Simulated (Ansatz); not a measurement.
# Energy of PtSe$_{2}$ along a strain of the cell

System: PtSe$_{2}$ (3 atoms in the cell).
Method: DFT PBE, scalar-relativistic, plane waves, PAW, no spin polarisation (Ansatz 0.2.0).

The 7 runs differ only in the geometry, by a strain of the cell at fixed fractional positions. Against run 4, the strain is εyy = η. The structure derives from an entry of the Crystallography Open Database.

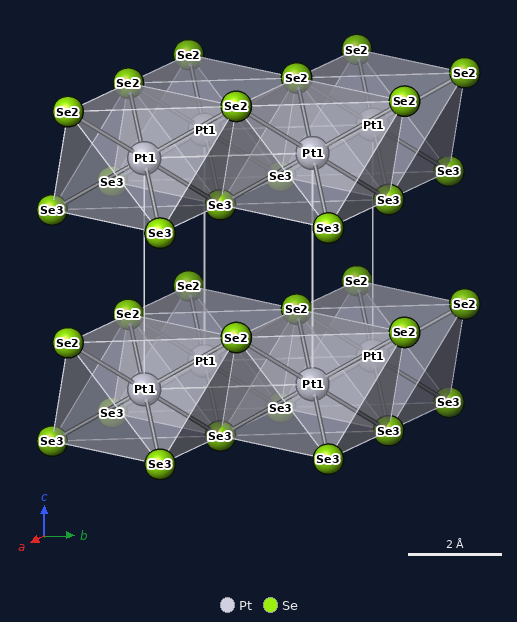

Figure 1. The structure of run 4 (polyhedral view of the cell of the calculation, seen slightly off an axis; polyhedra are completed across the faces of the cell; atoms are numbered from 1 in the order of the input). An atom can appear more than once, as a periodic image.

### Input of run 4
```yaml
crystal:
  lattice:
    - [3.7240006046, 0.0, 0.0]
    - [-1.8620003023, 3.1767029404, 0.0]
    - [0.0, 0.0, 5.062]
  atoms:
    - { symbol: Pt, position: [0.0, 0.0, 0.0] }
    - { symbol: Se, position: [0.3333333333, 0.6666666667, 0.25] }
    - { symbol: Se, position: [0.6666666667, 0.3333333333, 0.75] }
basis:
  ecutwfc: 420
kpoints:
  mp_grid: { grid: [12, 12, 10] }
hamiltonian:
  xc: pbe
scf:
  occupations: { method: gaussian, width: 0.15 }
output:
  forces: true
  stress: true
  eigenvalues: true
```

Command:
```bash
ansatz run input.yaml --threads 1 --pin off --max-ram 2560MiB --backend cpu --events-out ev --progress --plain --runs-dir out
```

Run 3 differs from it as follows:
```diff
-    - [-1.8620003023, 3.1767029404, 0.0]
+    - [-1.8620003023, 3.1283267535, 0.0]
```

### Results, with one run withheld

```csv
run,strain parameter η (%),"free energy per atom, from the lowest run given (meV)",pressure (GPa)
1,−4.5685,145.19,19.33
2,−3.0457,98.03,15.86
3,−1.5228,?,?
4,0.0000,33.70,9.88
5,6.0914,0.00,1.04
6,6.8528,2.82,0.17
7,7.6142,6.93,−0.65
```

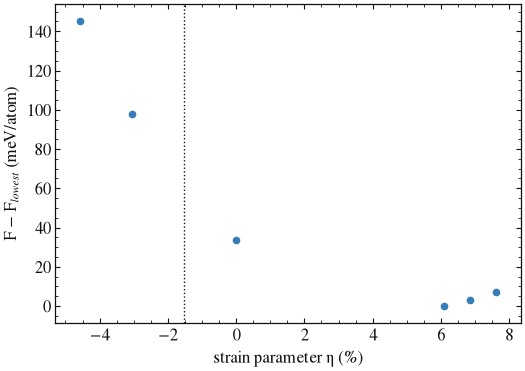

Figure 2. Free energy per atom of the runs given; the dotted line marks run 3.

Fit the runs given and predict run 3.

A cubic polynomial in the coordinate, fitted to the 6 runs given, misses them by at most 0.12 meV per atom. With x = η − 2.1574, it reads F = 8.8305 − 7.8928 x + 1.5864 x² − 0.037635 x³ (meV per atom). At run 3 it gives 61.24 meV per atom, and the run itself gives 61.19. The fit has its minimum at η = 4.9158 %.

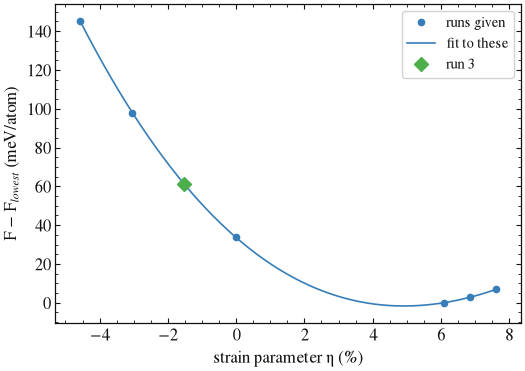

Figure 3. The fit and the withheld run.

### Output, shortened to warnings, some set-up lines, iterations and results (run 3)
```
Basis set: ecut = 420 eV, 1153 PW (Γ), exchange–correlation on 50×50×72 points (8 copies of the dense FFT grid, shifted against one another)
Symmetry: 4 space group operations
k-points: 398 of 1440
Initial density: superposition of atomic densities (neutral atoms: chi_scale 0, normalization atom), corrected by the library's trained network
[...]
SCF iter   1: F=—  HF=-23462.115723 eV  |F-HF|=—  |Δ(HF+E_count)|=         —  Δρ=3.04e-3  dr2=3.76e-3  ethr=1.77e-3  ⟨swp⟩=5.1  Hψ=45388  notcnv=0
SCF iter   2: F=—  HF=-23462.117659 eV  |F-HF|=—  |Δ(HF+E_count)|=   1.94e-3  Δρ=1.67e-3  dr2=2.29e-3  ethr=7.52e-6  ⟨swp⟩=2.0  Hψ=21483  notcnv=0
SCF iter   3: F=—  HF=-23462.117137 eV  |F-HF|=—  |Δ(HF+E_count)|=   5.22e-4  Δρ=3.78e-4  dr2=8.58e-5  ethr=4.58e-6  ⟨swp⟩=2.0  Hψ=15352  notcnv=0
SCF iter   4: F=—  HF=-23462.117115 eV  |F-HF|=—  |Δ(HF+E_count)|=   2.26e-5  Δρ=4.53e-5  dr2=7.07e-7  ethr=1.72e-7  ⟨swp⟩=2.0  Hψ=17512  notcnv=0
SCF iter   5: F=-23462.117116 eV  HF=-23462.117116 eV  |F-HF|=4.35e-9  |Δ(HF+E_count)|=   8.11e-7  Δρ=8.46e-6  dr2=4.12e-8  ethr=1.41e-9  ⟨swp⟩=2.0  Hψ=20003  notcnv=0
SCF iter   6: F=-23462.117116 eV  HF=-23462.117116 eV  |F-HF|=3.64e-10  |Δ(HF+E_count)|=   1.84e-8  Δρ=2.81e-6  dr2=5.11e-9  ethr=8.24e-11  ⟨swp⟩=4.7  Hψ=48843  notcnv=0
SCF 1 converged in 6 iterations: F = -23462.117116 eV  dr2 = 5.11e-9
SCF converged after 6 iterations
Free energy (F): -23462.117116 eV
Harris-Foulkes:  -23462.117116 eV  (|F-HF|=3.64e-10)
Internal energy: -23462.110838 eV  (E = F + TS)
E sigma→0 (E₀):  -23462.113977 eV
Entropy (-TS):   -0.006277 eV (-2.092 meV/atom)
Fermi energy:    13.966393 eV
--- Per-component energies (eV) ---
  E_band       = -932.782970
  E_kinetic    = 879.118677
  E_local      = -6719.646622  (includes V_loc(G=0)·N_el)
  E_nonlocal   = -990.701152
  E_hartree    = 3126.954712
  E_xc         = -472.516698
  E_vxc        = -502.381547  (∫ρ·V_xc dr)
  E_paw        = -13277.832971  (= ΣΔE_a)
  E_vpaw       = 146.918222  (= ΣTr[D̂ρ^β])
  E_aug_tail   = -0.000968  (compensation charges beyond the density's cutoff)
  E_ewald      = -6007.485815
  E_smearing   = -0.006277  (= −TS)
  E_closure    = -0.000000  (closes the sum)
  Σ components = -23462.117116   (vs F -23462.117116, Δ=0.00e0)
--- Forces (eV/Å), atoms counted from 1 ---
  atom   1  Pt     0.00000000     0.00000000     0.00000000
  atom   2  Se     0.00000000     0.22889918     0.97074526
  atom   3  Se     0.00000000    -0.22889918    -0.97074526
  max |Σ_I F_I| component: 1.11e-16 eV/Å
--- Stress (GPa, compression-positive) ---
       11.579252       0.000000       0.000000
        0.000000      16.868110       2.057582
        0.000000       2.057582       9.701360
  P = ⅓ Tr σ = 12.7162 GPa (127.162 kbar)
```

Notes: Spin–orbit coupling is left out, which matters for Pt.
